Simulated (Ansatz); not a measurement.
## InSb: field-gradient calculation

System: InSb (2 atoms in the cell).
Method: DFT, LDA, PAW with Ansatz's default frozen-core files, scalar-relativistic, no spin polarisation (Ansatz 0.2.0).

The structure derives from an entry of the Crystallography Open Database. Its volume is 0.94 times that of the source entry. It belongs to a series of runs on one base structure; here: volume scaled by 0.9405, PAW files. Figures and captions count atoms from 1; the log counts them from 0 in places.

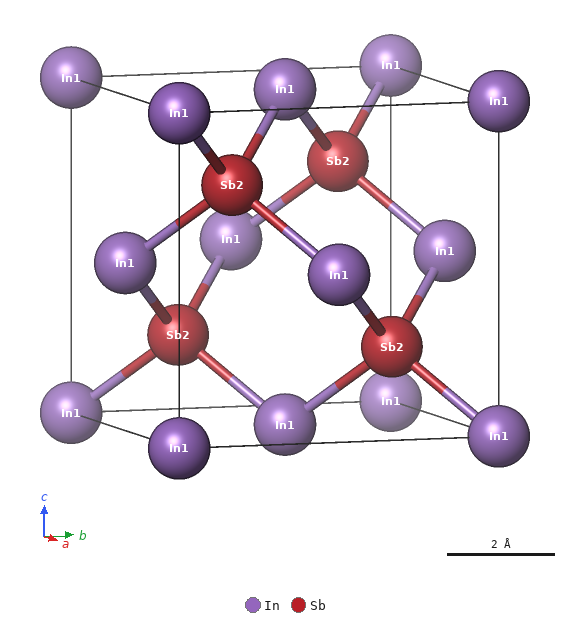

Figure 1. The input geometry (ball-and-stick view of the cell 4 times as large as that of the calculation, set on its symmetry axes, seen slightly off an axis; atoms are numbered from 1 in the order of the input).

**Results in brief**

| quantity | value |
| --- | --- |
| outcome | converged |
| space group (tolerance 0.01 Å) | F-43m (216) |
| electrons treated | 28 |
| free energy | −11793.1341 eV |
| Fermi energy | 7.904 eV |
| pressure | 2.52 GPa |
| field gradient V_zz (10²¹ V/m²) | zero at all sites |
| largest force (length of the vector) | under 0.001 eV/Å |
| hardware | 1 thread of Arm Neoverse V1, 24 GiB of memory available, shared host |
| wall time | 9.9 s |
| peak memory | 0.42 GiB |

**Notes**

The program warns: the field gradients leave out spin–orbit coupling.

**The input**
```yaml
crystal:
  lattice:
    - [0.0, 3.1735398497, 3.1735398497]
    - [3.1735398497, 0.0, 3.1735398497]
    - [3.1735398497, 3.1735398497, 0.0]
  atoms:
    - { symbol: In, position: [0.0, 0.0, 0.0] }
    - { symbol: Sb, position: [0.75, 0.75, 0.75] }
kpoints:
  mp_grid: { grid: [10, 10, 10] }
scf:
  occupations: { method: fermi_dirac, width: 0.03 }
hamiltonian:
  xc: lda
  pseudopotentials: { kind: paw }
output:
  forces: true
  stress: true
  eigenvalues: true
  efg: { contact_densities: true }
  write_density: true
  write_potential: true
  elf: true
  volumetric_format: npy
```

Launched with:
```bash
ansatz run input.yaml --threads 1 --pin off --max-ram 3072MiB --backend cpu --events-out ev --progress --plain --runs-dir out
```

**Output**
```
In, Sb: output.efg is read without spin–orbit coupling, which moves field gradients at and beside such atoms by some per cent and up to a factor of two; PAW files take it under magnetization.noncollinear and magnetization.spin_orbit
Engine: ansatz 0.2.0, aarch64-unknown-linux-gnu
Pseudopotentials: kind: paw
Pseudopotential: In, paw, valence charge 13, recommended cutoff 420 eV (normal), In.paw.azcp
Pseudopotential: Sb, paw, valence charge 15, recommended cutoff 420 eV (normal), Sb.paw.azcp
Functional definition: SPW92
  exchange = slater_x
  correlation = pw_c
Crystal: 2 atoms, lattice volume = 63.924 Å³
Basis set: ecut = 420 eV, 1243 PW (Γ)
Bands: 18, of which v1, the nominal top of the filled ones, is band 14 counted from 1 (13 counted from 0)
Symmetry: 24 space group operations
Space group: F-43m (ITA 216), of the structure as read, at distance tolerance 4.0e-5 Å
k-points: 47 of 1000 (time reversal used)
Non-local potential: In, projectors of the file, l = 0: 2, l = 1: 2, l = 2: 2, l = 3: 2
Non-local potential: Sb, projectors of the file, l = 0: 2, l = 1: 2, l = 2: 2, l = 3: 2
PAW form: soft (Blöchl's): semilocal exchange-correlation on the pseudo side does not see the compensation charge
PAW frozen core: In, regenerated for the run's functional, and the local potential with it (the file was generated under x = pbe(κ = 0.804, μ = 0.2195149727645171), c = pbe(β = 0.06672455060314922))
PAW frozen core: Sb, regenerated for the run's functional, and the local potential with it (the file was generated under x = pbe(κ = 0.804, μ = 0.2195149727645171), c = pbe(β = 0.06672455060314922))
PAW one-centre angular grid: In, 590 points (default); XC on 64 Gauss nodes
PAW one-centre angular grid: Sb, 590 points (default); XC on 64 Gauss nodes
Initial density: superposition of atomic densities (neutral atoms: chi_scale 0, normalization atom), corrected by the library's trained network
Initial wavefunctions: pseudopotential atomic-orbital guess
Functional: x = slater, c = lda
SCF iter   1: F=—  HF=-11793.141391 eV  |F-HF|=—  |Δ(HF+E_count)|=         —  Δρ=7.10e-3  dr2=1.96e-2  ethr=1.77e-3  ⟨swp⟩=6.2  Hψ=4850  notcnv=0
preconditioner: auto → none  [insulator: Δε(μ)=0.484 eV  Ē_g=14.175 eV  σ=0.030 eV  W_gap=0.69  n_scr=14 (ndim 8)  ℏωp=19.7 eV  f_vac=0.092  D(μ)=0.05/eV (n_scr^D=0)  ε∞_Penn≈2.9]
SCF iter   2: F=—  HF=-11793.134096 eV  |F-HF|=—  |Δ(HF+E_count)|=   7.29e-3  Δρ=2.30e-3  dr2=1.33e-3  ethr=7.01e-5  ⟨swp⟩=3.1  Hψ=1981  notcnv=0
SCF iter   3: F=—  HF=-11793.134074 eV  |F-HF|=—  |Δ(HF+E_count)|=   2.15e-5  Δρ=6.76e-4  dr2=1.24e-4  ethr=4.75e-6  ⟨swp⟩=1.1  Hψ=850  notcnv=0
SCF iter   4: F=—  HF=-11793.134086 eV  |F-HF|=—  |Δ(HF+E_count)|=   1.14e-5  Δρ=6.28e-5  dr2=3.45e-6  ethr=4.43e-7  ⟨swp⟩=1.1  Hψ=849  notcnv=0
SCF iter   5: F=—  HF=-11793.134086 eV  |F-HF|=—  |Δ(HF+E_count)|=   1.25e-7  Δρ=1.47e-5  dr2=1.27e-7  ethr=1.23e-8  ⟨swp⟩=2.0  Hψ=1270  notcnv=0
SCF iter   6: F=-11793.134086 eV  HF=-11793.134086 eV  |F-HF|=2.11e-10  |Δ(HF+E_count)|=   2.74e-8  Δρ=2.59e-6  dr2=3.22e-9  ethr=3.57e-10  ⟨swp⟩=9.8  Hψ=6075  notcnv=0
SCF 1 converged in 6 iterations: F = -11793.134086 eV  dr2 = 3.22e-9
  greatest PAW one-centre occupation: 0.998 electrons in one spin orbital (limit 2), on the Sb atom at site 1 (counted from 0), in its partial waves of l = 2
SCF converged after 6 iterations
Free energy (F): -11793.134086 eV
Harris-Foulkes:  -11793.134086 eV  (|F-HF|=2.11e-10)
Internal energy: -11793.133943 eV  (E = F + TS)
E sigma→0 (E₀):  -11793.134015 eV
Entropy (-TS):   -0.000143 eV (-0.071 meV/atom)
Fermi energy:    7.904270 eV
--- Per-component energies (eV) ---
  E_band       = -249.863196
  E_kinetic    = 454.646390
  E_local      = -3131.806625  (includes V_loc(G=0)·N_el)
  E_nonlocal   = 737.374349
  E_hartree    = 1345.321876
  E_xc         = -352.146180
  E_vxc        = -199.430977  (∫ρ·V_xc dr)
  E_paw        = -8443.458882  (= ΣΔE_a)
  E_vpaw       = -801.290400  (= ΣTr[D̂ρ^β])
  E_aug_tail   = 0.000023  (compensation charges beyond the density's cutoff)
  E_ewald      = -2403.908255
  E_core_change = 0.843360  (= ΣΔE_core)
  E_smearing   = -0.000143  (= −TS)
  E_closure    = 0.000000  (closes the sum)
  Σ components = -11793.134086   (vs F -11793.134086, Δ=0.00e0)
--- Forces (eV/Å), atoms counted from 1 ---
  atom   1  In    -0.00000000    -0.00000000    -0.00000000
  atom   2  Sb     0.00000000    -0.00000000     0.00000000
  max |Σ_I F_I| component: 9.25e-17 eV/Å
--- Stress (GPa, compression-positive) ---
        2.520782       0.000000       0.000000
       -0.000000       2.520782       0.000000
        0.000000       0.000000       2.520782
  P = ⅓ Tr σ = 2.5208 GPa (25.208 kbar)
--- PAW observables at the nuclei: V_zz in 10²¹ V/m², potentials from the cell's mean, atoms counted from 1 ---
  atom   1  In V_zz =    -0.000000   η = 0.0000   by run symmetry: forbidden
            electrostatic potential = -7937.190433 V   contact ρ = 1128479.586359 e/Å³
  atom   2  Sb V_zz =    -0.000000   η = 0.0000   by run symmetry: forbidden
            electrostatic potential = -8408.230592 V   contact ρ = 1344726.310864 e/Å³
--- Band table (eV; the first three rows and the last of 47) ---
  k-point 0: bands = ["-20.7373", "-20.7373", "-20.7373", "-20.7148", "-20.7148", "-6.8026", "-6.8026", "-6.8026", "-6.6966", "-6.6966", "-3.3298", "7.8110", "7.8792", "7.8792", "7.8792", "10.8028", "10.8028", "10.8028"]
  k-point 1: bands = ["-20.7373", "-20.7372", "-20.7372", "-20.7147", "-20.7147", "-6.8093", "-6.7998", "-6.7998", "-6.6969", "-6.6969", "-3.2298", "6.3633", "7.7210", "7.7210", "8.7936", "11.0162", "11.0162", "11.0431"]
  k-point 2: bands = ["-20.7374", "-20.7369", "-20.7369", "-20.7145", "-20.7145", "-6.8264", "-6.7929", "-6.7929", "-6.6974", "-6.6974", "-2.9408", "4.8131", "7.3865", "7.3865", "8.8531", "11.4308", "11.4308", "12.0457"]
  k-point 46: bands = ["-20.7378", "-20.7362", "-20.7345", "-20.7147", "-20.7129", "-6.8972", "-6.7602", "-6.7494", "-6.7109", "-6.6953", "-1.0793", "1.7394", "4.7924", "4.9045", "11.0563", "11.0694", "12.9965", "13.3093"]
```

**File rho_z.tsv**
```
# z_ang	rho[e/angstrom^3]
# format = ansatz-planar-average/11
# lattice	0.000000000	3.173539850	3.173539850
# lattice	3.173539850	0.000000000	3.173539850
# lattice	3.173539850	3.173539850	0.000000000
# sites	2
# site	49	0.000000000	0.000000000	0.000000000
# site	51	4.760309775	4.760309775	4.760309775
0.000000	7.822689e-1
0.149602	7.210192e-1
0.299204	6.100431e-1
0.448806	4.757786e-1
0.598408	3.461907e-1
0.748011	2.405979e-1
0.897613	1.664545e-1
1.047215	1.207561e-1
1.196817	9.503919e-2
1.346419	8.142292e-2
1.496021	7.543586e-2
1.645623	7.504338e-2
1.795225	7.931514e-2
1.944827	8.819955e-2
2.094429	1.023573e-1
2.244032	1.232610e-1
2.393634	1.545644e-1
2.543236	2.048449e-1
2.692838	2.889701e-1
2.842440	4.215226e-1
2.992042	5.994600e-1
3.141644	7.859796e-1
3.291246	9.188331e-1
3.440848	9.501983e-1
3.590450	8.866495e-1
3.740053	7.870377e-1
3.889655	7.180739e-1
4.039257	7.100863e-1
4.188859	7.466780e-1
4.338461	7.845856e-1
```

**File v_z.tsv**
```
# z_ang	v_es[eV]	v_tot[eV]
# format = ansatz-planar-average/11
# xc	lda
# density_cutoff_ev	1680
# datasets	In=:simpson_from_first_knot:soft:shift=-1837118	Sb=:simpson_from_first_knot:soft:shift=-2821947
# lattice	0.000000000	3.173539850	3.173539850
# lattice	3.173539850	0.000000000	3.173539850
# lattice	3.173539850	3.173539850	0.000000000
# sites	2
# site	49	0.000000000	0.000000000	0.000000000
# site	51	4.760309775	4.760309775	4.760309775
0.000000	5.639011e-1	-1.094994e1
0.149602	1.506035e0	-9.604185e0
0.299204	2.481569e0	-8.117088e0
0.448806	3.523323e0	-6.465078e0
0.598408	4.692779e0	-4.612098e0
0.748011	5.973574e0	-2.624377e0
0.897613	7.288342e0	-6.460879e-1
1.047215	8.504645e0	1.127707e0
1.196817	9.459567e0	2.500626e0
1.346419	1.007140e1	3.388125e0
1.496021	1.041346e1	3.873189e0
1.645623	1.055132e1	4.033546e0
1.795225	1.048518e1	3.881549e0
1.944827	1.019407e1	3.406638e0
2.094429	9.616055e0	2.554970e0
2.244032	8.743748e0	1.326310e0
2.393634	7.689756e0	-1.597810e-1
2.543236	6.612434e0	-1.736718e0
2.692838	5.620267e0	-3.277752e0
2.842440	4.747777e0	-4.714796e0
2.992042	3.977799e0	-6.025805e0
3.141644	3.272145e0	-7.219287e0
3.291246	2.532649e0	-8.381540e0
3.440848	1.661462e0	-9.614827e0
3.590450	7.253454e-1	-1.085977e1
3.740053	-1.147919e-1	-1.194684e1
3.889655	-7.120849e-1	-1.270493e1
4.039257	-9.592787e-1	-1.300556e1
4.188859	-7.998133e-1	-1.278346e1
4.338461	-2.551186e-1	-1.206061e1
```

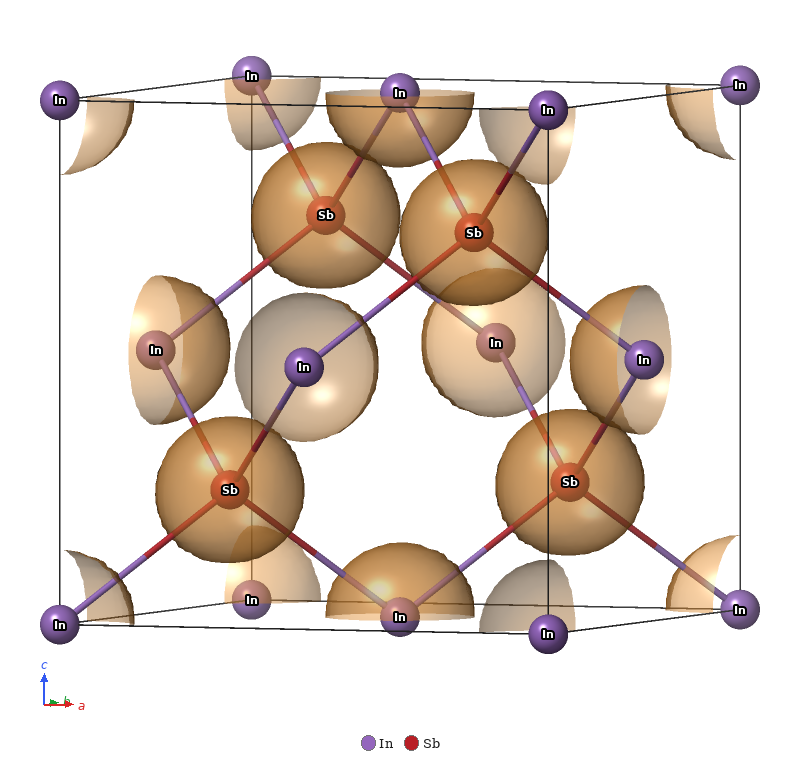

Figure 2. Isosurface of the valence electron density at 0.8 e/Å³ (orange), seen at an oblique angle. Sticks mark near contacts. The outline is the cell set on symmetry axes. At this value the density breaks into separate islands; it holds about 65 % of the electrons treated as valence (semicore included). It is pinched off along the In–Sb (2.75 Å) contacts. On the grid the lowest density along these lines, outside the cores, is 0.39 e/Å³ (In–Sb, 2.75 Å). In a PAW calculation such maps are meaningful between the atoms, not at the nuclei.

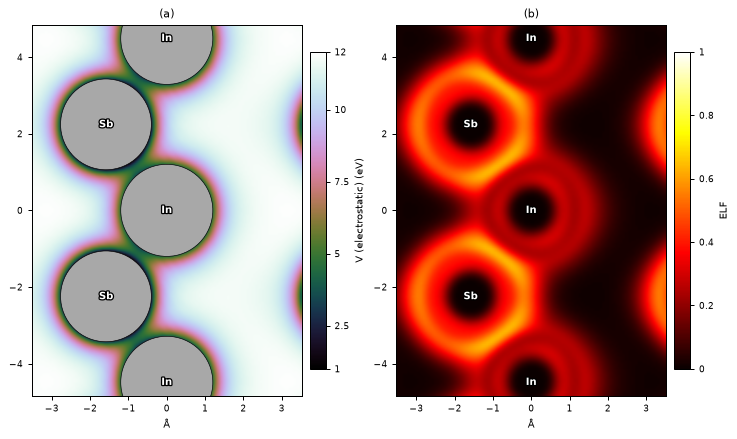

Figure 3. (a) electrostatic potential energy of an electron; (b) ELF on the (011) plane of the conventional cell. Grey discs, where drawn, cover atomic cores. Atoms in the plane: In and Sb. In–Sb (2.75 Å): the ELF peaks at about 0.65 between the atoms. Outside the cores the potential energy rises away from the atoms and is highest about 2.7 Å from the nearest atoms; outside the discs it spans about 10 eV, and its zero is arbitrary.
